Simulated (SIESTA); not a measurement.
**Energy of Ta3N along an even scaling of the cell**

System: Ta3N (P-3m1, 4 atoms in the cell).
Method: Kohn-Sham DFT of a periodic cell, LDA, PseudoDojo 0.4 standard, converted to PSML, no spin polarisation (SIESTA 5.4.2).

The 7 runs differ only in the geometry, by an even scaling of the cell at fixed fractional positions. The structure derives from a Materials Project entry.

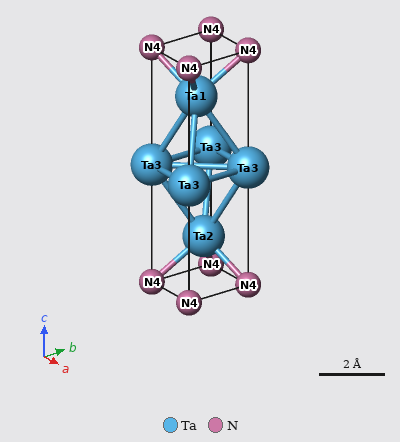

Figure 1. The structure of run 4 (ball-and-stick view of the cell of the calculation, seen slightly off an axis; atoms are numbered from 1 in the order of the input). An atom can appear more than once, as a periodic image.

## Input of run 4
```
SystemName                      Ta3N
SystemLabel                     Ta3N
NumberOfSpecies                 2
NumberOfAtoms                   4
%block ChemicalSpeciesLabel
  1  73 Ta
  2   7 N
%endblock ChemicalSpeciesLabel

LatticeConstant                 1.0 Ang
%block LatticeVectors
     3.0322239879     0.0000000000     0.0000000000
    -1.5161119940     2.6259830035     0.0000000000
     0.0000000000     0.0000000000     7.5241370000
%endblock LatticeVectors
AtomicCoordinatesFormat         Fractional
%block AtomicCoordinatesAndAtomicSpecies
     0.6666666667     0.3333333333     0.8260700000  1  Ta
     0.3333333333     0.6666666667     0.1739300000  1  Ta
     0.0000000000     0.0000000000     0.5000000000  1  Ta
     0.0000000000     0.0000000000     0.0000000000  2  N
%endblock AtomicCoordinatesAndAtomicSpecies

%block kgrid.MonkhorstPack
   10   0   0  0.0
    0  10   0  0.0
    0   0   4  0.0
%endblock kgrid.MonkhorstPack
XC.Functional                   LDA
XC.Authors                      PW92
PAO.BasisSize                   DZP
PAO.EnergyShift                 0.003 Ry
Mesh.Cutoff                     800 Ry
OccupationFunction              FD
ElectronicTemperature           0.05 eV
MaxSCFIterations                120
SCF.MustConverge                false
SCF.Mixer.Method                Pulay
SCF.Mixer.Weight                0.25
SCF.Mixer.History               8
SCF.DM.Tolerance                5.0e-05
SCF.H.Tolerance                 1.0e-03 eV
WriteForces                     true
Charge.Mulliken                 end
BandLinesScale                  ReciprocalLatticeVectors
%block BandLines
    1    0.000000   0.000000   0.000000  \Gamma
   12    0.500000   0.000000   0.000000  M
    7    0.333333   0.333333   0.000000  K
   14    0.000000   0.000000   0.000000  \Gamma
    4    0.000000   0.000000   0.500000  A
   12    0.500000   0.000000   0.500000  L
    7    0.333333   0.333333   0.500000  H
   14    0.000000   0.000000   0.500000  A
    1    0.500000   0.000000   0.500000  L
    4    0.500000   0.000000   0.000000  M
    1    0.333333   0.333333   0.000000  K
    4    0.333333   0.333333   0.500000  H
%endblock BandLines
%block PAO.Basis
  Ta 5
  n=5 0 2
    3.138 0.000
  n=6 0 2
    7.656 0.000
  n=5 1 2
    3.782 0.000
  n=6 1 1
    7.656
  n=5 2 2
    7.124 0.000
%endblock PAO.Basis
```

Command:
```bash
siesta Ta3N.fdf > Ta3N.out 2>&1
```

Run 3 has the same physical settings and fractional positions; its lattice vectors (Å) are:
```
   3.011873    0.000000    0.000000
  -1.505936    2.608358    0.000000
   0.000000    0.000000    7.473638
```

## Results, with one run withheld

| run | volume per atom (Å³) | free energy per atom, from the lowest run given (meV) | pressure (GPa) |
| --- | --- | --- | --- |
| 1 | 14.079 | 2.79 | 4.66 |
| 2 | 14.379 | 0.00 | −1.52 |
| 3 | 14.678 | ? | ? |
| 4 | 14.978 | 26.28 | −12.11 |
| 5 | 15.277 | 53.18 | −16.59 |
| 6 | 15.577 | 88.05 | −20.61 |
| 7 | 15.877 | 130.02 | −24.18 |

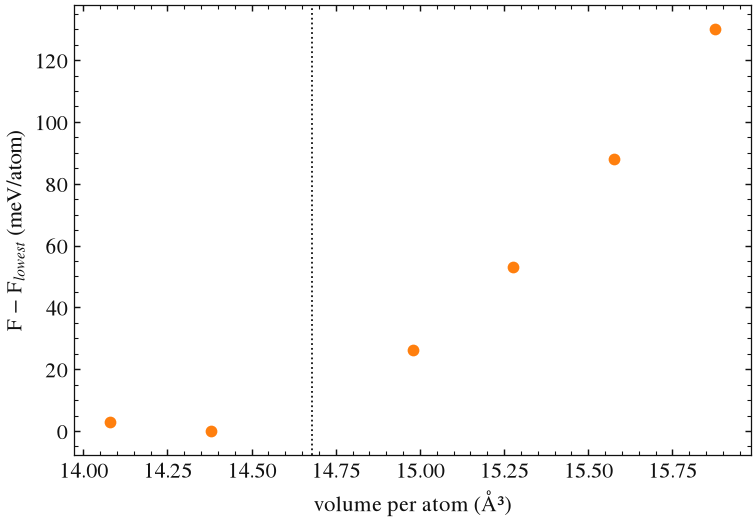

Figure 2. Free energy per atom of the runs given; the dotted line marks run 3.

What should run 3 give?

A cubic polynomial in V^(−2/3) (the Birch–Murnaghan form), fitted to the 6 runs given, misses them by at most 0.02 meV per atom. With x = V^(−2/3) − 0.16437 Å⁻², it reads F = 28.462 − 10739 x + 9.9427e+05 x² + 9.0749e+05 x³ (meV per atom). At run 3 it gives 8.19 meV per atom, and the run itself gives 8.21. The slope of the fit gives a pressure −dF/dV of −7.13 GPa there, and the run prints −7.12 GPa. The fit has its minimum at 14.301 Å³ per atom, where V d²F/dV² gives 289 GPa. Cell shape and fractional positions are held, so this is the stiffness under even scaling; the relaxed bulk modulus wasn't computed.

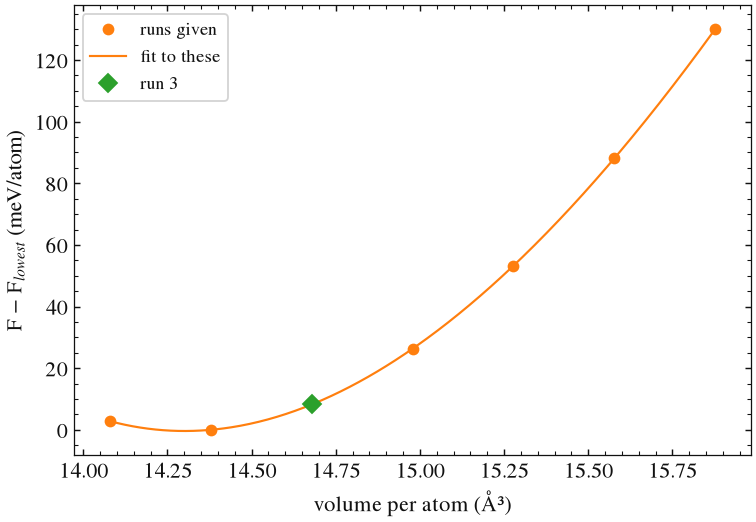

Figure 3. The fit and the withheld run.

## Some lines of the output (run 3)
```
[...]
outcell: Cell volume (Ang**3)        :     58.7132
stepf: Fermi-Dirac step function
siesta: Etot    =     -5596.184201
siesta: FreeEng =     -5596.211670
        iscf     Eharris(eV)        E_KS(eV)     FreeEng(eV)     dDmax    Ef(eV) dHmax(eV)
siesta: E_KS(eV) =            -5602.5448
siesta: E_KS - E_eggbox =     -5602.5448
siesta: Etot    =     -5602.544813
siesta: FreeEng =     -5602.568868
siesta:         Fermi =      -4.317124
siesta: Cell volume =         58.713228 Ang**3
    Orbital volume contribution        =           4.136474 eV
```

Notes: Points of doubt noted for this run: mulliken charges of long orbitals. Spin–orbit coupling is left out, which matters for Ta. With a small basis of atomic orbitals these values can differ much from converged plane-wave results.
